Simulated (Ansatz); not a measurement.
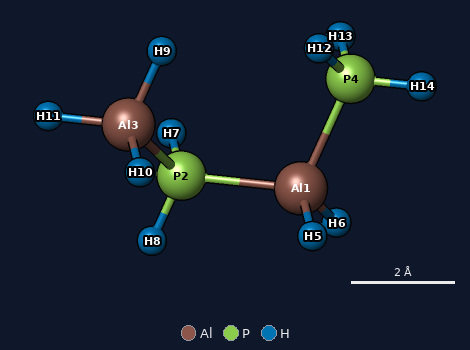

Fig. 1: The input geometry (ball-and-stick view of the molecule without its box, seen at a tilt; atoms are numbered from 1 in the order of the input). An atom can appear more than once, as a periodic image. Bond lengths as drawn: Al–H 1.60 Å, Al–P 2.38 Å and H–P 1.42 Å.

# AlPH$_{5}$: geometry relaxation (part 1 of 3)

System: AlPH$_{5}$ (14 atoms in the cell).
Method: DFT PBE, scalar-relativistic, plane waves, PAW, no spin polarisation (Ansatz 0.2.0).

The structure derives from an entry of the Crystallography Open Database. It belongs to a series of runs on one base structure; here: cluster of 4 atoms cut as a sphere about point 0.22 0.01 0.23, cut bonds capped with H. Figures and captions count atoms from 1; the log counts them from 0 in places.

The input
```yaml
crystal:
  lattice:
    - [13.9, 0.0, 0.0]
    - [0.0, 12.7, 0.0]
    - [0.0, 0.0, 13.2]
  atoms:
    - { symbol: Al, position: [0.446740168, 0.5, 0.3957045242] }
    - { symbol: P, position: [0.5457833537, 0.3915984031, 0.5] }
    - { symbol: Al, position: [0.6448265394, 0.5, 0.6042954758] }
    - { symbol: P, position: [0.3476969823, 0.6084015969, 0.5] }
    - { symbol: H, position: [0.5131977529, 0.5727370418, 0.3257226733] }
    - { symbol: H, position: [0.3802825831, 0.4272629582, 0.3257226733] }
    - { symbol: H, position: [0.4868022471, 0.3270442785, 0.5621088926] }
    - { symbol: H, position: [0.6047644603, 0.3270442785, 0.4378911074] }
    - { symbol: H, position: [0.5783689544, 0.5727370418, 0.6742773267] }
    - { symbol: H, position: [0.7112841243, 0.5727370418, 0.534313625] }
    - { symbol: H, position: [0.7112841243, 0.4272629582, 0.6742773267] }
    - { symbol: H, position: [0.4066780889, 0.6729557215, 0.5621088926] }
    - { symbol: H, position: [0.2887158757, 0.5438474724, 0.5621088926] }
    - { symbol: H, position: [0.2887158757, 0.6729557215, 0.4378911074] }
basis:
  ecutwfc: 420
kpoints:
  mp_grid: { grid: [1, 1, 1] }
hamiltonian:
  xc: pbe
scf:
  occupations: { method: gaussian, width: 0.05 }
output:
  forces: true
  eigenvalues: true
  populations: true
  write_density: true
  write_potential: true
  elf: true
  volumetric_format: npy
relax:
  adjacent_minimum: "off"
  f_tol: 0.03
  max_steps: 40
```

Command:
```bash
ansatz run input.yaml --threads 4 --pin off --max-ram 11264MiB --backend cpu --events-out ev --progress --plain --runs-dir out
```

What the program printed
```
Engine: ansatz 0.2.0, aarch64-unknown-linux-gnu
Pseudopotentials: kind: paw
Pseudopotential: Al, paw, valence charge 3, recommended cutoff 420 eV (normal), Al.paw.azcp
Pseudopotential: P, paw, valence charge 5, recommended cutoff 420 eV (normal), P.paw.azcp
Pseudopotential: H, paw, valence charge 1, recommended cutoff 420 eV (normal), H.paw.azcp
Functional definition: PBE
  parameter kappa = 0.804
  parameter beta = 0.06672455060314922
  exchange = pbe_x(kappa = kappa, mu = beta*pi^2/3)
  correlation = pbe_c(beta = beta)
Crystal: 14 atoms, lattice volume = 2330.196 Å³
Basis set: ecut = 420 eV, 45565 PW (Γ), exchange–correlation on 192×180×180 points (8 copies of the dense FFT grid, shifted against one another)
Bands: 27, of which v1, the nominal top of the filled ones, is band 13 counted from 1 (12 counted from 0)
Symmetry: 1 space group operations
Space group: P1 (ITA 1), of the structure as read, at distance tolerance 1.3e-4 Å
k-points: 1
Non-local potential: Al, projectors of the file, l = 0: 2, l = 1: 2, l = 2: 1
Non-local potential: P, projectors of the file, l = 0: 2, l = 1: 2, l = 2: 2
Non-local potential: H, projectors of the file, l = 0: 2, l = 1: 1
PAW form: soft (Blöchl's): semilocal exchange-correlation on the pseudo side does not see the compensation charge
PAW one-centre angular grid: Al, 110 points (default); XC on 64 Gauss nodes
PAW one-centre angular grid: P, 110 points (default); XC on 64 Gauss nodes
PAW one-centre angular grid: H, 110 points (default); XC on 64 Gauss nodes
Initial density: superposition of atomic densities (neutral atoms: chi_scale 0, normalization atom), corrected by the library's trained network
Initial wavefunctions: pseudopotential atomic-orbital guess
Functional: x = pbe(κ = 0.804, μ = 0.2195149727645171), c = pbe(β = 0.06672455060314922)
SCF iter   1: F=—  HF=-2743.846797 eV  |F-HF|=—  |Δ(HF+E_count)|=         —  Δρ=2.30e-3  dr2=5.79e-1  ethr=1.77e-3  ⟨swp⟩=13.0  Hψ=272  notcnv=0
preconditioner: auto → Resta (q_TF=auto, 1.290 Å⁻¹)  ε∞=1.2  [insulator: Δε(μ)=4.484 eV  Ē_g=8.262 eV  σ=0.050 eV  W_gap=1.00  n_scr=80 (ndim 8)  ℏωp=3.6 eV  f_vac=0.809  D(μ)=0.00/eV (n_scr^D=0)  ε∞_Penn≈1.2  vacuum switching on, ρ_ref=5.0e-3 e/Å³]
SCF iter   2: F=—  HF=-2743.595652 eV  |F-HF|=—  |Δ(HF+E_count)|=   2.51e-1  Δρ=8.29e-4  dr2=4.64e-2  ethr=1.77e-3  ⟨swp⟩=4.0  Hψ=56  notcnv=0  defer=9
SCF iter   3: F=—  HF=-2743.590886 eV  |F-HF|=—  |Δ(HF+E_count)|=   4.77e-3  Δρ=3.75e-4  dr2=5.15e-3  ethr=1.79e-4  ⟨swp⟩=5.0  Hψ=59  notcnv=0  defer=9
SCF iter   4: F=—  HF=-2743.594230 eV  |F-HF|=—  |Δ(HF+E_count)|=   3.34e-3  Δρ=1.19e-4  dr2=5.69e-4  ethr=1.98e-5  ⟨swp⟩=2.0  Hψ=31  notcnv=0  defer=9
SCF iter   5: F=—  HF=-2743.594671 eV  |F-HF|=—  |Δ(HF+E_count)|=   4.41e-4  Δρ=2.65e-5  dr2=2.52e-5  ethr=2.19e-6  ⟨swp⟩=2.0  Hψ=35  notcnv=0  defer=9
SCF iter   6: F=-2743.594691 eV  HF=-2743.594689 eV  |F-HF|=2.57e-6  |Δ(HF+E_count)|=   1.81e-5  Δρ=8.68e-6  dr2=1.49e-6  ethr=8.65e-8  ⟨swp⟩=30.0  Hψ=392  notcnv=0
SCF 1 converged in 6 iterations: F = -2743.594691 eV  dr2 = 1.49e-6
  greatest PAW one-centre occupation: 0.777 electrons in one spin orbital (limit 2), on the P atom at site 3 (counted from 0), in its partial waves of l = 0
relax step   1: F+E_penalty+E_count = -2743.59469134 eV  Δ(F+E_penalty+E_count) = +0.000e0 eV  max|allowed force component| = 1.343e0 eV/Å  Δτ_max = 0.0000 Å  (6 SCF iters, dr2 threshold 2.25e-5 eV, accepted)
Initial density: handed on by an earlier stage of this run
Initial wavefunctions: those handed on with the density
iter 1 solved again at ethr=1.67e-3 eV; its pass at ethr=3.10e-3 eV (dr2=4.33e-1 eV) is discarded
SCF iter   1: F=—  HF=-2744.371587 eV  |F-HF|=—  |Δ(HF+E_count)|=         —  Δρ=3.61e-3  dr2=4.41e-1  ethr=1.67e-3  ⟨swp⟩=1.0  Hψ=169  notcnv=0  defer=7
preconditioner: auto → Resta (q_TF=auto, 1.290 Å⁻¹)  ε∞=1.2  [insulator: Δε(μ)=3.364 eV  Ē_g=8.075 eV  σ=0.050 eV  W_gap=1.00  n_scr=80 (ndim 8)  ℏωp=3.6 eV  f_vac=0.836  D(μ)=0.00/eV (n_scr^D=0)  ε∞_Penn≈1.2  vacuum switching on, ρ_ref=4.7e-3 e/Å³]
SCF iter   2: F=—  HF=-2744.236788 eV  |F-HF|=—  |Δ(HF+E_count)|=   1.35e-1  Δρ=1.54e-3  dr2=4.00e-2  ethr=1.67e-3  ⟨swp⟩=4.0  Hψ=34  notcnv=0  defer=7
SCF iter   3: F=—  HF=-2744.239464 eV  |F-HF|=—  |Δ(HF+E_count)|=   2.68e-3  Δρ=4.87e-4  dr2=3.79e-3  ethr=1.54e-4  ⟨swp⟩=4.0  Hψ=54  notcnv=0  defer=10
SCF iter   4: F=—  HF=-2744.240542 eV  |F-HF|=—  |Δ(HF+E_count)|=   1.08e-3  Δρ=1.25e-4  dr2=5.19e-4  ethr=1.46e-5  ⟨swp⟩=3.0  Hψ=37  notcnv=0  defer=10
SCF iter   5: F=-2744.240514 eV  HF=-2744.240511 eV  |F-HF|=3.30e-6  |Δ(HF+E_count)|=   3.07e-5  Δρ=2.61e-5  dr2=1.56e-5  ethr=3.85e-7  ⟨swp⟩=28.0  Hψ=355  notcnv=0
SCF 2 converged in 5 iterations: F = -2744.240514 eV  dr2 = 1.56e-5
[... from here on the iterations of each SCF are left out, up to the last one ...]
relax step   2: F+E_penalty+E_count = -2744.24051425 eV  Δ(F+E_penalty+E_count) = -6.458e-1 eV  max|allowed force component| = 4.361e-1 eV/Å  Δτ_max = 0.1948 Å  (5 SCF iters, dr2 threshold 1.00e-4 eV, accepted)
preconditioner: auto → Resta (q_TF=auto, 1.290 Å⁻¹)  ε∞=1.2  [insulator: Δε(μ)=3.982 eV  Ē_g=8.172 eV  σ=0.050 eV  W_gap=1.00  n_scr=80 (ndim 8)  ℏωp=3.6 eV  f_vac=0.835  D(μ)=0.00/eV (n_scr^D=0)  ε∞_Penn≈1.2  vacuum switching on, ρ_ref=4.8e-3 e/Å³]
SCF 3 converged in 5 iterations: F = -2744.298707 eV  dr2 = 2.61e-6
relax step   3: F+E_penalty+E_count = -2744.29870674 eV  Δ(F+E_penalty+E_count) = -5.819e-2 eV  max|allowed force component| = 1.742e-1 eV/Å  Δτ_max = 0.0943 Å  (5 SCF iters, dr2 threshold 1.19e-5 eV, accepted)
preconditioner: auto → Resta (q_TF=auto, 1.290 Å⁻¹)  ε∞=1.2  [insulator: Δε(μ)=4.167 eV  Ē_g=8.205 eV  σ=0.050 eV  W_gap=1.00  n_scr=80 (ndim 8)  ℏωp=3.6 eV  f_vac=0.836  D(μ)=0.00/eV (n_scr^D=0)  ε∞_Penn≈1.2  vacuum switching on, ρ_ref=4.9e-3 e/Å³]
SCF 4 converged in 6 iterations: F = -2744.320233 eV  dr2 = 1.32e-6
relax step   4: F+E_penalty+E_count = -2744.32023328 eV  Δ(F+E_penalty+E_count) = -2.153e-2 eV  max|allowed force component| = 7.255e-2 eV/Å  Δτ_max = 0.1737 Å  (6 SCF iters, dr2 threshold 3.20e-6 eV, accepted)
preconditioner: auto → Resta (q_TF=auto, 1.290 Å⁻¹)  ε∞=1.2  [insulator: Δε(μ)=4.224 eV  Ē_g=8.208 eV  σ=0.050 eV  W_gap=1.00  n_scr=80 (ndim 8)  ℏωp=3.6 eV  f_vac=0.837  D(μ)=0.00/eV (n_scr^D=0)  ε∞_Penn≈1.2  vacuum switching on, ρ_ref=4.9e-3 e/Å³]
SCF 5 converged in 9 iterations: F = -2744.335302 eV  dr2 = 3.21e-10
relax step   5: F+E_penalty+E_count = -2744.33530166 eV  Δ(F+E_penalty+E_count) = -1.507e-2 eV  max|allowed force component| = 1.335e-1 eV/Å  Δτ_max = 0.1739 Å  (9 SCF iters, accepted)
preconditioner: auto → Resta (q_TF=auto, 1.290 Å⁻¹)  ε∞=1.2  [insulator: Δε(μ)=4.285 eV  Ē_g=8.205 eV  σ=0.050 eV  W_gap=1.00  n_scr=80 (ndim 8)  ℏωp=3.6 eV  f_vac=0.838  D(μ)=0.00/eV (n_scr^D=0)  ε∞_Penn≈1.2  vacuum switching on, ρ_ref=4.9e-3 e/Å³]
SCF 6 converged in 6 iterations: F = -2744.347431 eV  dr2 = 7.72e-7
relax step   6: F+E_penalty+E_count = -2744.34743119 eV  Δ(F+E_penalty+E_count) = -1.213e-2 eV  max|allowed force component| = 1.612e-1 eV/Å  Δτ_max = 0.1922 Å  (6 SCF iters, dr2 threshold 3.09e-6 eV, accepted)
preconditioner: auto → Resta (q_TF=auto, 1.290 Å⁻¹)  ε∞=1.2  [insulator: Δε(μ)=4.400 eV  Ē_g=8.201 eV  σ=0.050 eV  W_gap=1.00  n_scr=80 (ndim 8)  ℏωp=3.6 eV  f_vac=0.838  D(μ)=0.00/eV (n_scr^D=0)  ε∞_Penn≈1.2  vacuum switching on, ρ_ref=4.9e-3 e/Å³]
SCF 7 converged in 5 iterations: F = -2744.359510 eV  dr2 = 9.73e-6
relax step   7: F+E_penalty+E_count = -2744.35950965 eV  Δ(F+E_penalty+E_count) = -1.208e-2 eV  max|allowed force component| = 1.581e-1 eV/Å  Δτ_max = 0.1153 Å  (5 SCF iters, dr2 threshold 2.60e-5 eV, accepted)
preconditioner: auto → Resta (q_TF=auto, 1.290 Å⁻¹)  ε∞=1.2  [insulator: Δε(μ)=4.423 eV  Ē_g=8.196 eV  σ=0.050 eV  W_gap=1.00  n_scr=80 (ndim 8)  ℏωp=3.6 eV  f_vac=0.839  D(μ)=0.00/eV (n_scr^D=0)  ε∞_Penn≈1.2  vacuum switching on, ρ_ref=4.9e-3 e/Å³]
SCF 8 converged in 5 iterations: F = -2744.369392 eV  dr2 = 1.34e-5
relax step   8: F+E_penalty+E_count = -2744.36939175 eV  Δ(F+E_penalty+E_count) = -9.882e-3 eV  max|allowed force component| = 4.841e-1 eV/Å  Δτ_max = 0.1953 Å  (5 SCF iters, dr2 threshold 2.40e-5 eV, accepted)
preconditioner: auto → Resta (q_TF=auto, 1.290 Å⁻¹)  ε∞=1.2  [insulator: Δε(μ)=4.524 eV  Ē_g=8.199 eV  σ=0.050 eV  W_gap=1.00  n_scr=80 (ndim 8)  ℏωp=3.6 eV  f_vac=0.839  D(μ)=0.00/eV (n_scr^D=0)  ε∞_Penn≈1.2  vacuum switching on, ρ_ref=4.9e-3 e/Å³]
SCF 9 converged in 5 iterations: F = -2744.382987 eV  dr2 = 4.32e-6
relax step   9: F+E_penalty+E_count = -2744.38298734 eV  Δ(F+E_penalty+E_count) = -1.360e-2 eV  max|allowed force component| = 3.944e-1 eV/Å  Δτ_max = 0.1035 Å  (5 SCF iters, dr2 threshold 1.00e-4 eV, accepted)
preconditioner: auto → Resta (q_TF=auto, 1.290 Å⁻¹)  ε∞=1.2  [insulator: Δε(μ)=4.563 eV  Ē_g=8.216 eV  σ=0.050 eV  W_gap=1.00  n_scr=80 (ndim 8)  ℏωp=3.6 eV  f_vac=0.838  D(μ)=0.00/eV (n_scr^D=0)  ε∞_Penn≈1.2  vacuum switching on, ρ_ref=4.9e-3 e/Å³]
SCF 10 converged in 5 iterations: F = -2744.393578 eV  dr2 = 6.52e-6
relax step  10: F+E_penalty+E_count = -2744.39357760 eV  Δ(F+E_penalty+E_count) = -1.059e-2 eV  max|allowed force component| = 1.920e-1 eV/Å  Δτ_max = 0.0889 Å  (5 SCF iters, dr2 threshold 1.00e-4 eV, accepted)
preconditioner: auto → Resta (q_TF=auto, 1.290 Å⁻¹)  ε∞=1.2  [insulator: Δε(μ)=4.624 eV  Ē_g=8.282 eV  σ=0.050 eV  W_gap=1.00  n_scr=80 (ndim 8)  ℏωp=3.6 eV  f_vac=0.842  D(μ)=0.00/eV (n_scr^D=0)  ε∞_Penn≈1.2  vacuum switching on, ρ_ref=5.0e-3 e/Å³]
SCF 11 converged in 7 iterations: F = -2744.391148 eV  dr2 = 5.56e-8
relax step  11: F+E_penalty+E_count = -2744.39114833 eV  Δ(F+E_penalty+E_count) = +2.429e-3 eV  max|allowed force component| = 3.123e-1 eV/Å  Δτ_max = 0.1215 Å  (7 SCF iters, dr2 threshold 8.74e-6 eV, rejected (line search))
preconditioner: auto → Resta (q_TF=auto, 1.290 Å⁻¹)  ε∞=1.2  [insulator: Δε(μ)=4.674 eV  Ē_g=8.225 eV  σ=0.050 eV  W_gap=1.00  n_scr=80 (ndim 8)  ℏωp=3.6 eV  f_vac=0.839  D(μ)=0.00/eV (n_scr^D=0)  ε∞_Penn≈1.2  vacuum switching on, ρ_ref=4.9e-3 e/Å³]
SCF 12 converged in 7 iterations: F = -2744.402720 eV  dr2 = 1.55e-8
relax step  12: F+E_penalty+E_count = -2744.40271975 eV  Δ(F+E_penalty+E_count) = -9.142e-3 eV  max|allowed force component| = 6.530e-2 eV/Å  Δτ_max = 0.0588 Å  (7 SCF iters, accepted)
preconditioner: auto → Resta (q_TF=auto, 1.290 Å⁻¹)  ε∞=1.2  [insulator: Δε(μ)=4.638 eV  Ē_g=8.256 eV  σ=0.050 eV  W_gap=1.00  n_scr=80 (ndim 8)  ℏωp=3.6 eV  f_vac=0.840  D(μ)=0.00/eV (n_scr^D=0)  ε∞_Penn≈1.2  vacuum switching on, ρ_ref=4.9e-3 e/Å³]
SCF 13 converged in 7 iterations: F = -2744.405950 eV  dr2 = 1.00e-8
relax step  13: F+E_penalty+E_count = -2744.40594958 eV  Δ(F+E_penalty+E_count) = -3.230e-3 eV  max|allowed force component| = 6.920e-2 eV/Å  Δτ_max = 0.0704 Å  (7 SCF iters, accepted)
preconditioner: auto → Resta (q_TF=auto, 1.290 Å⁻¹)  ε∞=1.2  [insulator: Δε(μ)=4.667 eV  Ē_g=8.254 eV  σ=0.050 eV  W_gap=1.00  n_scr=80 (ndim 8)  ℏωp=3.6 eV  f_vac=0.840  D(μ)=0.00/eV (n_scr^D=0)  ε∞_Penn≈1.2  vacuum switching on, ρ_ref=4.9e-3 e/Å³]
SCF 14 converged in 6 iterations: F = -2744.407750 eV  dr2 = 4.75e-8
relax step  14: F+E_penalty+E_count = -2744.40775007 eV  Δ(F+E_penalty+E_count) = -1.800e-3 eV  max|allowed force component| = 6.647e-2 eV/Å  Δτ_max = 0.0575 Å  (6 SCF iters, accepted)
preconditioner: auto → Resta (q_TF=auto, 1.290 Å⁻¹)  ε∞=1.2  [insulator: Δε(μ)=4.681 eV  Ē_g=8.255 eV  σ=0.050 eV  W_gap=1.00  n_scr=80 (ndim 8)  ℏωp=3.6 eV  f_vac=0.841  D(μ)=0.00/eV (n_scr^D=0)  ε∞_Penn≈1.2  vacuum switching on, ρ_ref=4.9e-3 e/Å³]
SCF 15 converged in 5 iterations: F = -2744.409893 eV  dr2 = 2.25e-6
relax step  15: F+E_penalty+E_count = -2744.40989347 eV  Δ(F+E_penalty+E_count) = -2.143e-3 eV  max|allowed force component| = 5.593e-2 eV/Å  Δτ_max = 0.0817 Å  (5 SCF iters, dr2 threshold 4.08e-6 eV, accepted)
preconditioner: auto → Resta (q_TF=auto, 1.290 Å⁻¹)  ε∞=1.2  [insulator: Δε(μ)=4.699 eV  Ē_g=8.247 eV  σ=0.050 eV  W_gap=1.00  n_scr=80 (ndim 8)  ℏωp=3.6 eV  f_vac=0.841  D(μ)=0.00/eV (n_scr^D=0)  ε∞_Penn≈1.2  vacuum switching on, ρ_ref=4.9e-3 e/Å³]
SCF 16 converged in 5 iterations: F = -2744.411369 eV  dr2 = 1.38e-6
relax step  16: F+E_penalty+E_count = -2744.41136884 eV  Δ(F+E_penalty+E_count) = -1.475e-3 eV  max|allowed force component| = 7.804e-2 eV/Å  Δτ_max = 0.0659 Å  (5 SCF iters, dr2 threshold 2.22e-6 eV, accepted)
preconditioner: auto → Resta (q_TF=auto, 1.290 Å⁻¹)  ε∞=1.2  [insulator: Δε(μ)=4.700 eV  Ē_g=8.243 eV  σ=0.050 eV  W_gap=1.00  n_scr=80 (ndim 8)  ℏωp=3.6 eV  f_vac=0.840  D(μ)=0.00/eV (n_scr^D=0)  ε∞_Penn≈1.2  vacuum switching on, ρ_ref=4.9e-3 e/Å³]
SCF 17 converged in 5 iterations: F = -2744.412463 eV  dr2 = 3.02e-6
relax step  17: F+E_penalty+E_count = -2744.41246270 eV  Δ(F+E_penalty+E_count) = -1.094e-3 eV  max|allowed force component| = 1.067e-1 eV/Å  Δτ_max = 0.0767 Å  (5 SCF iters, dr2 threshold 4.31e-6 eV, accepted)
preconditioner: auto → Resta (q_TF=auto, 1.290 Å⁻¹)  ε∞=1.2  [insulator: Δε(μ)=4.708 eV  Ē_g=8.244 eV  σ=0.050 eV  W_gap=1.00  n_scr=80 (ndim 8)  ℏωp=3.6 eV  f_vac=0.841  D(μ)=0.00/eV (n_scr^D=0)  ε∞_Penn≈1.2  vacuum switching on, ρ_ref=4.9e-3 e/Å³]
SCF 18 converged in 4 iterations: F = -2744.413750 eV  dr2 = 6.29e-6
relax step  18: F+E_penalty+E_count = -2744.41374981 eV  Δ(F+E_penalty+E_count) = -1.287e-3 eV  max|allowed force component| = 1.107e-1 eV/Å  Δτ_max = 0.0589 Å  (4 SCF iters, dr2 threshold 1.14e-5 eV, accepted)
preconditioner: auto → Resta (q_TF=auto, 1.290 Å⁻¹)  ε∞=1.2  [insulator: Δε(μ)=4.720 eV  Ē_g=8.248 eV  σ=0.050 eV  W_gap=1.00  n_scr=80 (ndim 8)  ℏωp=3.6 eV  f_vac=0.840  D(μ)=0.00/eV (n_scr^D=0)  ε∞_Penn≈1.2  vacuum switching on, ρ_ref=4.9e-3 e/Å³]
SCF 19 converged in 4 iterations: F = -2744.414931 eV  dr2 = 6.32e-6
relax step  19: F+E_penalty+E_count = -2744.41493063 eV  Δ(F+E_penalty+E_count) = -1.181e-3 eV  max|allowed force component| = 6.065e-2 eV/Å  Δτ_max = 0.0505 Å  (4 SCF iters, dr2 threshold 1.23e-5 eV, accepted)
preconditioner: auto → Resta (q_TF=auto, 1.290 Å⁻¹)  ε∞=1.2  [insulator: Δε(μ)=4.711 eV  Ē_g=8.254 eV  σ=0.050 eV  W_gap=1.00  n_scr=80 (ndim 8)  ℏωp=3.6 eV  f_vac=0.841  D(μ)=0.00/eV (n_scr^D=0)  ε∞_Penn≈1.2  vacuum switching on, ρ_ref=4.9e-3 e/Å³]
SCF 20 converged in 5 iterations: F = -2744.415516 eV  dr2 = 1.37e-7
relax step  20: F+E_penalty+E_count = -2744.41551609 eV  Δ(F+E_penalty+E_count) = -5.855e-4 eV  max|allowed force component| = 4.618e-2 eV/Å  Δτ_max = 0.0344 Å  (5 SCF iters, dr2 threshold 1.10e-6 eV, accepted)
preconditioner: auto → Resta (q_TF=auto, 1.290 Å⁻¹)  ε∞=1.2  [insulator: Δε(μ)=4.711 eV  Ē_g=8.256 eV  σ=0.050 eV  W_gap=1.00  n_scr=80 (ndim 8)  ℏωp=3.6 eV  f_vac=0.841  D(μ)=0.00/eV (n_scr^D=0)  ε∞_Penn≈1.2  vacuum switching on, ρ_ref=4.9e-3 e/Å³]
SCF 21 converged in 6 iterations: F = -2744.416177 eV  dr2 = 1.05e-8
relax step  21: F+E_penalty+E_count = -2744.41617695 eV  Δ(F+E_penalty+E_count) = -6.609e-4 eV  max|allowed force component| = 1.046e-2 eV/Å  Δτ_max = 0.0267 Å  (6 SCF iters, accepted)
preconditioner: auto → Resta (q_TF=auto, 1.290 Å⁻¹)  ε∞=1.2  [insulator: Δε(μ)=4.707 eV  Ē_g=8.253 eV  σ=0.050 eV  W_gap=1.00  n_scr=80 (ndim 8)  ℏωp=3.6 eV  f_vac=0.841  D(μ)=0.00/eV (n_scr^D=0)  ε∞_Penn≈1.2  vacuum switching on, ρ_ref=4.9e-3 e/Å³]
SCF 22 converged in 6 iterations: F = -2744.416354 eV  dr2 = 9.06e-9
relax step  22: F+E_penalty+E_count = -2744.41635366 eV  Δ(F+E_penalty+E_count) = -1.767e-4 eV  max|allowed force component| = 1.663e-2 eV/Å  Δτ_max = 0.0300 Å  (6 SCF iters, accepted)
SCF iter   1: F=—  HF=-2744.417605 eV  |F-HF|=—  |Δ(HF+E_count)|=         —  Δρ=6.51e-4  dr2=6.18e-3  ethr=2.38e-4  ⟨swp⟩=3.0  Hψ=70  notcnv=0  defer=7
preconditioner: auto → Resta (q_TF=auto, 1.290 Å⁻¹)  ε∞=1.2  [insulator: Δε(μ)=4.710 eV  Ē_g=8.254 eV  σ=0.050 eV  W_gap=1.00  n_scr=80 (ndim 8)  ℏωp=3.6 eV  f_vac=0.841  D(μ)=0.00/eV (n_scr^D=0)  ε∞_Penn≈1.2  vacuum switching on, ρ_ref=4.9e-3 e/Å³]
SCF iter   2: F=—  HF=-2744.416581 eV  |F-HF|=—  |Δ(HF+E_count)|=   1.02e-3  Δρ=2.99e-4  dr2=1.20e-3  ethr=2.38e-5  ⟨swp⟩=1.0  Hψ=35  notcnv=0  defer=7
SCF iter   3: F=—  HF=-2744.416452 eV  |F-HF|=—  |Δ(HF+E_count)|=   1.29e-4  Δρ=2.30e-5  dr2=1.30e-5  ethr=4.61e-6  ⟨swp⟩=3.0  Hψ=32  notcnv=0  defer=7
SCF iter   4: F=—  HF=-2744.416457 eV  |F-HF|=—  |Δ(HF+E_count)|=   5.35e-6  Δρ=7.29e-6  dr2=1.28e-6  ethr=5.01e-8  ⟨swp⟩=2.0  Hψ=33  notcnv=0  defer=7
SCF iter   5: F=—  HF=-2744.416458 eV  |F-HF|=—  |Δ(HF+E_count)|=   5.25e-7  Δρ=2.67e-6  dr2=2.53e-7  ethr=4.94e-9  ⟨swp⟩=2.0  Hψ=31  notcnv=0  defer=7
SCF iter   6: F=-2744.416458 eV  HF=-2744.416458 eV  |F-HF|=1.02e-9  |Δ(HF+E_count)|=   1.05e-9  Δρ=7.12e-7  dr2=1.08e-8  ethr=3.85e-10  ⟨swp⟩=22.0  Hψ=265  notcnv=0
SCF 23 converged in 6 iterations: F = -2744.416458 eV  dr2 = 1.08e-8
relax step  23: F+E_penalty+E_count = -2744.41645771 eV  Δ(F+E_penalty+E_count) = -1.040e-4 eV  max|allowed force component| = 1.662e-2 eV/Å  Δτ_max = 0.0301 Å  (6 SCF iters, accepted)
```

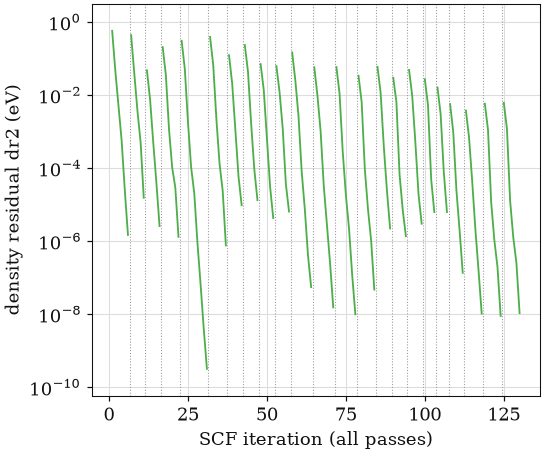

Fig. 2: Convergence of the self-consistent field: density residual dr2 against the SCF iteration. The dotted lines part the SCF passes of the relaxation: geometry steps, rejected trials and re-solves on a re-selected basis. The 23 passes take 4 to 9 iterations each, 130 in all.
